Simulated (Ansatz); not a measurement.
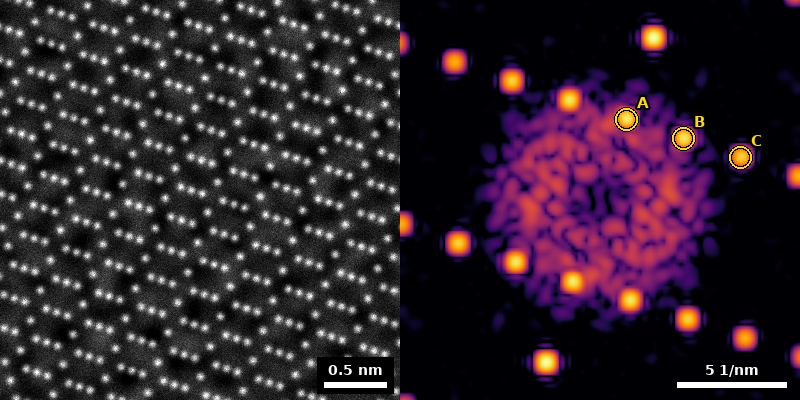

Dark-field STEM-like image of Si (Pm-3n, No. 223) along [110]. The image is simulated as a sum over atoms of Z^1.8, blurred by a 0.50 Å probe (no channelling). The probe carries 15 % of its weight in a tail 2.5 times as wide. Shot noise and the speckle of an amorphous layer were added. Structure used: a calculation's starting geometry; the starting structure was generated, so it need not be a known form of this composition.

The right panel is the modulus of the image's Fourier transform on a logarithmic scale.

a = 5.130 Å, b = 5.130 Å, c = 5.130 Å, α = 90.00°, β = 90.00°, γ = 90.00°

Q: Index the marked spots and give their plane spacings (the zone axis points at the viewer; indices equivalent by symmetry, or all signs reversed, are as good).

A: (0 0 -2), d = 2.57 Å; B: (1 -1 -2), d = 2.09 Å; C: (2 -2 -2), d = 1.48 Å. A and B enclose 35°, and every spot obeys the zone law hu + kv + lw = 0 for [110].
